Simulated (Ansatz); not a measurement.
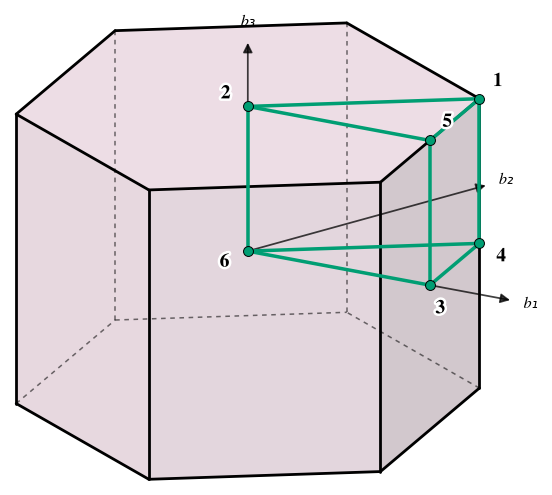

For Se, the geometry relaxed at fixed volume with Ansatz, DFT r2SCAN, scalar-relativistic, plane waves, PAW: the first Brillouin zone of a primitive hexagonal lattice (hP; extended symbol hP2) is drawn with its special points numbered. Symmetry computed with spglib at a tolerance of 0.002 Å; standard conventional cell.

a = 4.510 Å, b = 4.510 Å, c = 4.987 Å, α = 90.00°, β = 90.00°, γ = 120.00°.

Labels and path follow the convention of Hinuma et al. (2017), as computed by seekpath; the arrows show the directions of the reciprocal primitive vectors b₁, b₂, b₃, in which coordinates are given.

**Which special point is each number?**

```tsv
no.	label	coordinates
1	H	(1/3, 1/3, 1/2)
2	A	(0, 0, 1/2)
3	M	(1/2, 0, 0)
4	K	(1/3, 1/3, 0)
5	L	(1/2, 0, 1/2)
6	Γ	(0, 0, 0)
```
